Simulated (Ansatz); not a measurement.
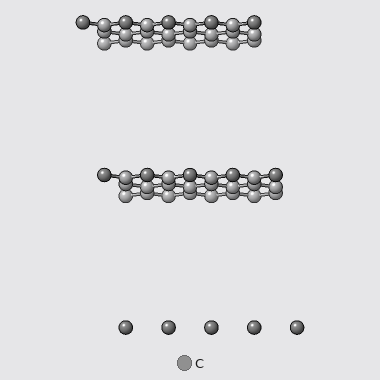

The system is Si on a C(101) slab cut from the P6/mmm phase, its upper half relaxed before the scan (12 atoms of substrate and one adsorbate in a 2 × 1 cell); the picture shows it without the atoms that are moved over the map. Si is moved over the surface cell; relaxed at each place: the height of the adsorbate's atoms; substrate rigid; the origin of the map has the adsorbate above C11. Places are given modulo a cell vector. The map is drawn in real space over the plane of the surface. The scan uses a 4 × 4 grid. Places are given in fractions of the 1 × 1 surface cell. All energies are given in eV relative to the lowest grid point. The relaxed height changes by up to 1.4 Å between neighbouring points. These are results of Ansatz, DFT PBE, scalar-relativistic, plane waves, PAW, not measurements. Settings: cutoff 420 eV, k-mesh 6×3×1, gaussian smearing 0.1 eV, no spin polarisation.

Range: position of Si13 along the first surface vector from 0.00 to 0.75; position of Si13 along the second surface vector from 0.00 to 0.75.

Predict the map.

Answer. The lowest grid point is at a bridge site between two C atoms, (2/4, 0/4) of the cell vectors. The highest grid point, (3/4, 2/4) of the cell vectors, lies 6.1 eV above the lowest.

```
second ↓, first →  0/4  1/4  2/4  3/4
              3/4  3.7  3.7  3.7  3.7
              2/4  6.1  6.1  6.1  6.1
              1/4  2.9  2.9  2.8  2.8
              0/4  0.9  0.5  0.0  0.5
```

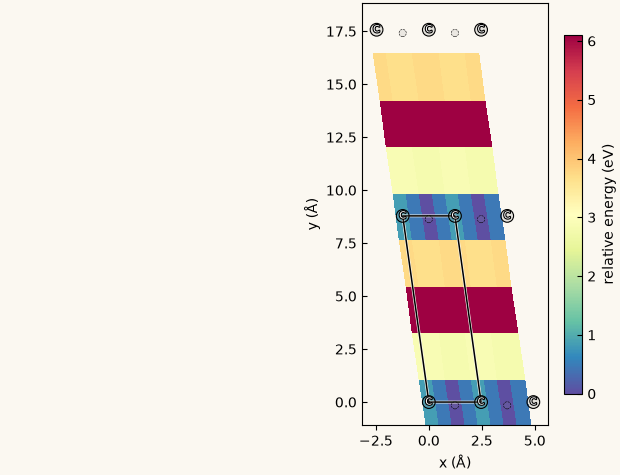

The picture shows one coloured cell a grid point, labelled circles for the atoms of the top layer and small ones for the second layer, the outline of one cell of the 2 × 2 shown.

Each point was launched as `ansatz run input.yaml --threads 4 --pin off --max-ram 12288MiB --backend cpu --events-out ev --progress --plain --runs-dir out`. The whole map (16 points run) took 16 min on 4 threads of Arm Neoverse V2, on a shared host.

PAW datasets: the set soft_1.
